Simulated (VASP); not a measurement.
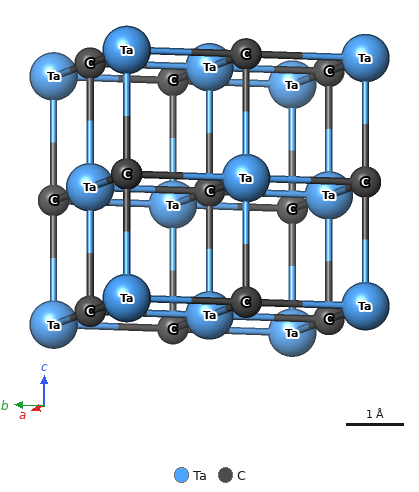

The structure as given in the input (ball-and-stick view of the cell 4 times as large as that of the calculation, set on its symmetry axes, seen at an oblique angle). Near neighbours in the crystal (not all of them lie inside the picture): Ta has 6 C at 2.22 Å; C has 6 Ta at 2.22 Å.

## Run report: TaC, geometry relaxation (part 1 of 2)

The run: geometry relaxation of TaC (2 atoms in the cell). Method and program: Kohn-Sham DFT of a periodic cell, RPBE, VASP PAW PBE potentials, recommended, no spin polarisation (VASP 6.6.1).

The structure derives from an entry of the Crystallography Open Database.

## INCAR
```
SYSTEM = TaC
ALGO     = Normal         ! electronic algorithm
EDIFF    = 1E-6           ! SCF threshold, eV
EDIFFG   = -0.01          ! ionic threshold
ENCUT    = 600            ! plane-wave cutoff, eV
GGA      = RP             ! functional
IBRION   = 2              ! ionic algorithm
ISIF     = 3              ! what is computed and relaxed
ISMEAR   = 1              ! smearing method
LASPH    = .True.         ! aspherical terms in the spheres
LCHARG   = .False.        ! write CHGCAR
LREAL    = .False.        ! projectors in reciprocal space
LWAVE    = .False.        ! write WAVECAR
NELM     = 80             ! most SCF steps
NSW      = 90             ! ionic steps
PREC     = Accurate       ! precision mode
SIGMA    = 0.1            ! smearing width, eV
```

## KPOINTS
```
k-points
0
Gamma
  14 14 14
  0 0 0
```

## POSCAR
```
TaC
1.0
    0.0000000000      2.2230000000      2.2230000000
    2.2230000000      0.0000000000      2.2230000000
    2.2230000000      2.2230000000      0.0000000000
Ta C
1 1
Direct
    0.0000000000      0.0000000000      0.0000000000
    0.5000000000      0.5000000000      0.5000000000
```

Launched with:
```bash
cat potpaw_PBE.64/Ta_pv/POTCAR potpaw_PBE.64/C/POTCAR > POTCAR
mpirun -np 1 vasp_std > vasp.out
```

## OSZICAR
```
N       E                     dE             d eps       ncg     rms          rms(c)
DAV:   1     0.872264122733E+02    0.87226E+02   -0.90024E+03  2288   0.149E+03
DAV:   2    -0.207249326283E+02   -0.10795E+03   -0.10368E+03  2665   0.341E+02
DAV:   3    -0.245136992595E+02   -0.37888E+01   -0.37093E+01  2881   0.547E+01
DAV:   4    -0.245741234470E+02   -0.60424E-01   -0.60060E-01  2673   0.640E+00
DAV:   5    -0.245750572797E+02   -0.93383E-03   -0.93334E-03  2914   0.654E-01    0.248E+01
DAV:   6    -0.212503601327E+02    0.33247E+01   -0.15249E+01  2486   0.316E+01    0.969E+00
DAV:   7    -0.212086916443E+02    0.41668E-01   -0.29990E-01  2524   0.512E+00    0.580E+00
DAV:   8    -0.211878391721E+02    0.20852E-01   -0.60587E-02  2484   0.245E+00    0.365E-01
DAV:   9    -0.211867989160E+02    0.10403E-02   -0.10243E-02  2654   0.679E-01    0.186E-01
DAV:  10    -0.211865766054E+02    0.22231E-03   -0.17336E-03  2560   0.392E-01    0.311E-02
DAV:  11    -0.211865664751E+02    0.10130E-04   -0.55083E-05  2695   0.869E-02    0.203E-02
DAV:  12    -0.211865629110E+02    0.35640E-05   -0.10347E-05  2671   0.330E-02    0.779E-03
DAV:  13    -0.211865625772E+02    0.33382E-06   -0.29537E-07  1225   0.718E-03
   1 F= -.21186563E+02 E0= -.21186372E+02  d E =-.211866E+02
       N       E                     dE             d eps       ncg     rms          rms(c)
DAV:   1    -0.218796514257E+02   -0.69309E+00   -0.28335E+01  2303   0.773E+01    0.930E+00
DAV:   2    -0.212364029583E+02    0.64325E+00   -0.11426E+00  2351   0.128E+01    0.340E+00
DAV:   3    -0.210963903105E+02    0.14001E+00   -0.28812E-01  2516   0.518E+00    0.841E-01
DAV:   4    -0.210838959502E+02    0.12494E-01   -0.42257E-02  2617   0.248E+00    0.427E-01
DAV:   5    -0.210848389097E+02   -0.94296E-03   -0.26089E-03  2878   0.524E-01    0.843E-02
DAV:   6    -0.210847534631E+02    0.85447E-04   -0.45119E-04  2648   0.137E-01    0.402E-02
DAV:   7    -0.210847527688E+02    0.69430E-06   -0.14651E-05  2655   0.382E-02    0.455E-03
DAV:   8    -0.210847527459E+02    0.22827E-07   -0.41785E-07  1303   0.719E-03
   2 F= -.21084753E+02 E0= -.21084527E+02  d E =0.101810E+00
       N       E                     dE             d eps       ncg     rms          rms(c)
DAV:   1    -0.215824861911E+02   -0.49773E+00   -0.12538E+01  2309   0.483E+01    0.653E+00
DAV:   2    -0.212904608957E+02    0.29203E+00   -0.44558E-01  2327   0.871E+00    0.241E+00
DAV:   3    -0.212158636951E+02    0.74597E-01   -0.15365E-01  2447   0.448E+00    0.391E-01
DAV:   4    -0.212132623236E+02    0.26014E-02   -0.96319E-03  2716   0.117E+00    0.371E-01
DAV:   5    -0.212136256839E+02   -0.36336E-03   -0.82931E-04  2646   0.301E-01    0.383E-02
DAV:   6    -0.212136284652E+02   -0.27812E-05   -0.34798E-05  2602   0.665E-02    0.218E-02
DAV:   7    -0.212136268871E+02    0.15781E-05   -0.89778E-07  1626   0.120E-02    0.214E-03
DAV:   8    -0.212136269807E+02   -0.93569E-07   -0.11314E-07  1216   0.387E-03
   3 F= -.21213627E+02 E0= -.21213413E+02  d E =-.270644E-01
       N       E                     dE             d eps       ncg     rms          rms(c)
DAV:   1    -0.212136921362E+02   -0.65249E-04   -0.16216E-03  2306   0.571E-01    0.758E-02
DAV:   2    -0.212136554290E+02    0.36707E-04   -0.57329E-05  2348   0.973E-02    0.278E-02
DAV:   3    -0.212136469969E+02    0.84322E-05   -0.17978E-05  2480   0.464E-02    0.458E-03
DAV:   4    -0.212136469723E+02    0.24537E-07   -0.14420E-06  1356   0.151E-02
   4 F= -.21213647E+02 E0= -.21213434E+02  d E =-.270844E-01
```

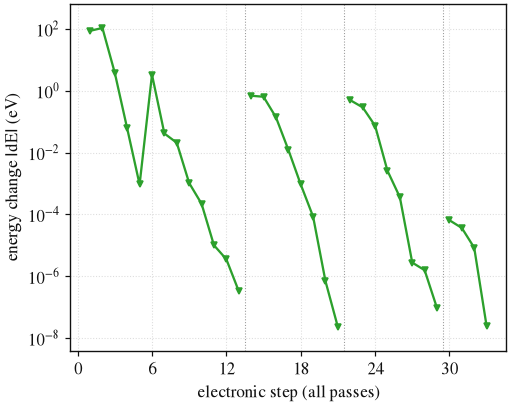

Convergence of the self-consistent field: energy change |dE| against the electronic step. Each stretch between dotted lines is the SCF of one geometry step of a relaxation. The 4 ionic steps take 4 to 13 electronic steps each. The density is held fixed in the first few steps, and dE rises again when its update begins.

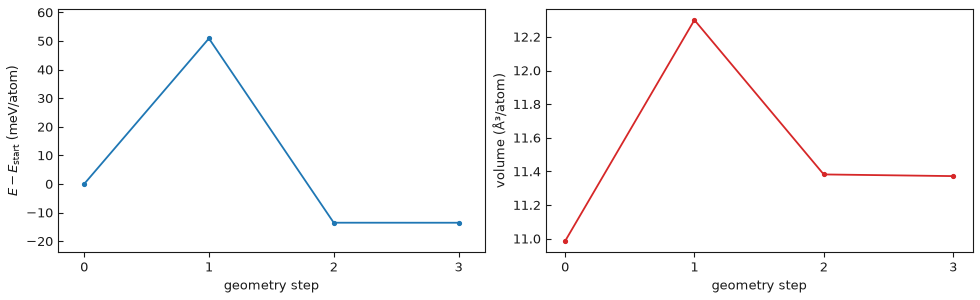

Progress of the relaxation, step by step (steps are counted from 0).

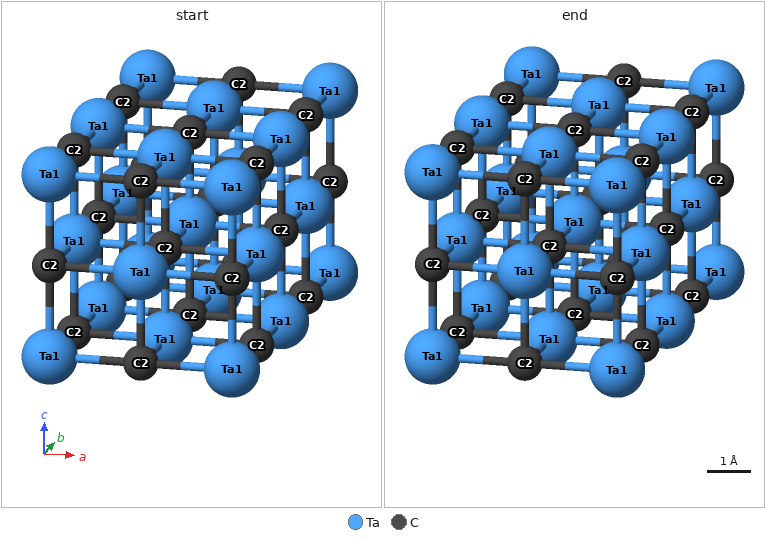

Before (left) and after (right) the relaxation, at one scale (ball-and-stick view of the cell 4 times as large as that of the calculation, set on its symmetry axes, repeated 1 × 2 × 1, seen slightly off an axis). After 3 geometry steps the energy has fallen by 13.5 meV per atom. All forces vanish by symmetry, so only the cell relaxes. No atom moves by more than 0.005 Å relative to the cell. Cell: a = b = c 4.446 → 4.498 Å (+1.2 %). Volume +3.5 %. Among the contacts that change: Ta1–C2 2.223 → 2.249 Å. The space group stays Fm-3m (No. 225). (Atoms are counted from 1 in the order of the input.)

## Parts of OUTCAR
```
SYSTEM = TaC
   EDIFF = 1E-6
   EDIFFG = -0.01
   ENCUT = 600
   GGA = RP
   IBRION = 2
   ISIF = 3
   ISMEAR = 1
   LASPH = .True.
   LREAL = .False.
   NELM = 80
   NSW = 90
   PREC = Accurate

 ion  position               nearest neighbor table
   1  0.000  0.000  0.000-   2 2.22   2 2.22   2 2.22   2 2.22   2 2.22   2 2.22
   2  0.500  0.500  0.500-   1 2.22   1 2.22   1 2.22   1 2.22   1 2.22   1 2.22

  LATTYP: Found a face centered cubic cell.
 ALAT       =     4.4460000000

  Lattice vectors:

 A1 = (   0.0000000000,   2.2230000000,   2.2230000000)
 A2 = (   2.2230000000,   0.0000000000,   2.2230000000)
 A3 = (   2.2230000000,   2.2230000000,   0.0000000000)

Analysis of symmetry for initial positions (statically):
=====================================================================
 Subroutine PRICEL returns:
 Original cell was already a primitive cell.

 Routine SETGRP: Setting up the symmetry group for a
 face centered cubic supercell.

 Subroutine GETGRP returns: Found 48 space group operations
 (whereof 48 operations were pure point group operations)
 out of a pool of 48 trial point group operations.

The static configuration has the point symmetry O_h .

Analysis of symmetry for dynamics (positions and initial velocities):
=====================================================================
 Subroutine PRICEL returns:
 Original cell was already a primitive cell.

 Routine SETGRP: Setting up the symmetry group for a
 face centered cubic supercell.

 Subroutine GETGRP returns: Found 48 space group operations
 (whereof 48 operations were pure point group operations)
 out of a pool of 48 trial point group operations.

The dynamic configuration has the point symmetry O_h .

 Subroutine INISYM returns: Found 48 space group operations
 (whereof 48 operations are pure point group operations),
 and found     1 'primitive' translations

----------------------------------------------------------------------------------------

                                     Primitive cell

  volume of cell :      21.9709

  direct lattice vectors                    reciprocal lattice vectors
     0.000000000  2.223000000  2.223000000    -0.224921278  0.224921278  0.224921278
     2.223000000  0.000000000  2.223000000     0.224921278 -0.224921278  0.224921278
     2.223000000  2.223000000  0.000000000     0.224921278  0.224921278 -0.224921278

  length of vectors
     3.143796749  3.143796749  3.143796749     0.389575080  0.389575080  0.389575080

  position of ions in fractional coordinates (direct lattice)
     0.000000000  0.000000000  0.000000000
     0.500000000  0.500000000  0.500000000

  ion indices of the primitive-cell ions
   primitive index   ion index
                 1           1
                 2           2

----------------------------------------------------------------------------------------

 KPOINTS: k-points

Automatic generation of k-mesh.
 Grid dimensions read from file:
 generate k-points for:   14   14   14

 Generating k-lattice:

  Cartesian coordinates                     Fractional coordinates (reciprocal lattice)
    -0.016065806  0.016065806  0.016065806     0.071428571  0.000000000  0.000000000
     0.016065806 -0.016065806  0.016065806     0.000000000  0.071428571  0.000000000
     0.016065806  0.016065806 -0.016065806     0.000000000  0.000000000  0.071428571

  Length of vectors
     0.027826791  0.027826791  0.027826791

  Shift w.r.t. Gamma in fractional coordinates (k-lattice)
     0.000000000  0.000000000  0.000000000

 Subroutine IBZKPT returns following result:
 ===========================================

 Found    104 irreducible k-points:

 Following reciprocal coordinates:
            Coordinates               Weight
  0.000000  0.000000  0.000000      1.000000
  0.071429  0.000000  0.000000      8.000000
  0.142857  0.000000  0.000000      8.000000
  0.214286  0.000000  0.000000      8.000000
  0.285714  0.000000  0.000000      8.000000
  0.357143  0.000000  0.000000      8.000000
  0.428571  0.000000  0.000000      8.000000
  0.500000  0.000000  0.000000      4.000000
  0.071429  0.071429  0.000000      6.000000
  0.142857  0.071429  0.000000     24.000000
  0.214286  0.071429  0.000000     24.000000
  0.285714  0.071429  0.000000     24.000000
  0.357143  0.071429  0.000000     24.000000
  0.428571  0.071429  0.000000     24.000000
  0.500000  0.071429  0.000000     24.000000
 -0.428571  0.071429  0.000000     24.000000
 -0.357143  0.071429  0.000000     24.000000
 -0.285714  0.071429  0.000000     24.000000
 -0.214286  0.071429  0.000000     24.000000
 -0.142857  0.071429  0.000000     24.000000
 -0.071429  0.071429  0.000000     12.000000
  0.142857  0.142857  0.000000      6.000000
  0.214286  0.142857  0.000000     24.000000
  0.285714  0.142857  0.000000     24.000000
 [... further k-points ...]
   k-points           NKPTS =    104   k-points in BZ     NKDIM =    104   number of bands    NBANDS=     11
   number of dos      NEDOS =    301   number of ions     NIONS =      2
   total plane-waves  NPLWV =  21952
   dimension x,y,z NGX =    28 NGY =   28 NGZ =   28
   dimension x,y,z NGXF=    56 NGYF=   56 NGZF=   56
   ions per type =               1   1
   NGX,Y,Z   is equivalent  to a cutoff of  14.81, 14.81, 14.81 a.u.
   NGXF,Y,Z  is equivalent  to a cutoff of  29.61, 29.61, 29.61 a.u.
 SYSTEM =  TaC
   PREC   = accura    normal or accurate (medium, high low for compatibility)
   ISTART =      0    job   : 0-new  1-cont  2-samecut
   ICHARG =      2    charge: 1-file 2-atom 10-const
   ISPIN  =      1    spin polarized calculation?
   LNONCOLLINEAR =      F non collinear calculations
   LSORBIT =      F    spin-orbit coupling
   LASPH  =      T    aspherical Exc in radial PAW
   ENCUT  =  600.0 eV  44.10 Ry    6.64 a.u.   6.28  6.28  6.28*2*pi/ulx,y,z
   NELM   =     80;   NELMIN=  2; NELMDL= -5     # of ELM steps
   EDIFF  = 0.1E-05   stopping-criterion for ELM
   LREAL  =      F    real-space projection
   EDIFFG = -.1E-01   stopping-criterion for IOM
   NSW    =     90    number of steps for IOM
   IBRION =      2    ionic relax: 0-MD 1-quasi-New 2-CG
   NFREE  =      1    steps in history (QN), initial steepest desc. (CG)
   ISIF   =      3    stress and relaxation
   ISYM   =      2    0-nonsym 1-usesym 2-fastsym
   POTIM  = 0.5000    time-step for ionic-motion
   TEBEG  =    0.0;   TEEND  =   0.0 temperature during run
   PSTRESS=    0.0 pullay stress
   NELECT =      15.0000    total number of electrons
   NUPDOWN=      -1.0000    fix difference up-down
   EMIN   =  10.00;   EMAX   =-10.00  energy-range for DOS
   EFERMI =   0.00;   METHOD = LEGACY
   ISMEAR =     1;   SIGMA  =   0.10  broadening in eV -4-tet -1-fermi 0-gaus
   EFERMI_NEDOS =   21; number of points for ismear=-14 and -15
   IALGO  =     38    algorithm
   IMIX   =      4    mixing-type and parameters
     AMIX     =   0.40;   BMIX     =  1.00
     AMIX_MAG =   1.60;   BMIX_MAG =  1.00
  volume/ion in A,a.u.               =      10.99        74.13
  Fermi-wavevector in a.u.,A,eV,Ry     =   1.441526  2.724089 28.272865  2.077997
  Thomas-Fermi vector in A             =   2.560148
   LORBIT       =      0    0 simple, 1 ext, 2 COOP (PROOUT), +10 PAW based schemes
   GGA     = RP    functional components
   LHFCALC =     F    Hartree Fock is set to
   AEXX    =    0.0000 exact exchange contribution
   IVDW    =     0    specifies the selected vdW correction
   LEPSILON=     F    determine dielectric tensor
   LRPA    =     F    only Hartree local field effects (RPA)
 conjugate gradient relaxation of ions
 non-spin polarized calculation
 Methfessel and Paxton  Order N= 1 SIGMA  =   0.10
  energy-cutoff  :      600.00
  volume of cell :       21.97
 maximum number of plane-waves:       754
 NGX is ok and might be reduce to    28
   NGX = 13   NGY = 13   NGZ = 13
```
